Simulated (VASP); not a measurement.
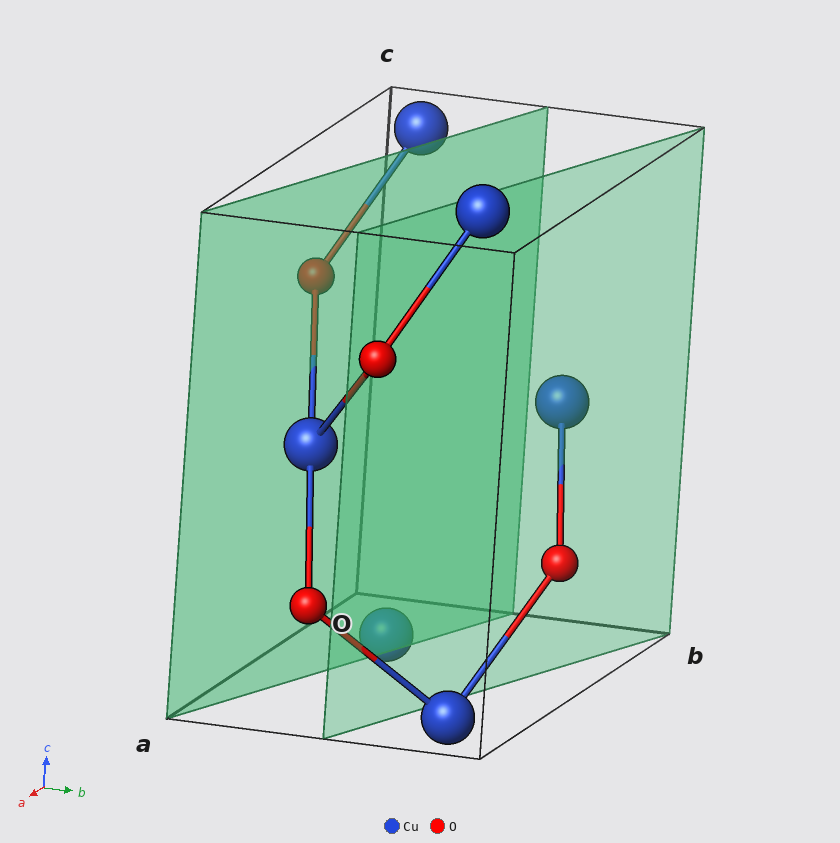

For CuO, an entry of the Crystallography Open Database, as set up for an electronic-structure calculation: every member of one family of equally spaced planes, hx + ky + lz = a whole number, that cuts the unit cell is shaded (one member passes through the origin O, touching the cell only at an edge or corner). The drawing is computed from the coordinates (standard cell, symmetry found to 0.002 Å).

a = 4.689 Å, b = 3.427 Å, c = 5.132 Å, α = 90.00°, β = 99.65°, γ = 90.00°.

What are the Miller indices?

(1 2 0); the opposite sign names the same planes. The member next to the origin meets the axes a at 1, b at 1/2, c never.

What is the spacing?

d = 1.607 Å.

Which atoms of the cell lie in these planes (within 0.03 Å)?

No atom.

The space group is No. 9, Cc. How many reflections hkl are equivalent to this one (itself included), and does it occur?

4 reflections are equivalent in the Laue class 2/m. The reflection is systematically absent, by the centring.
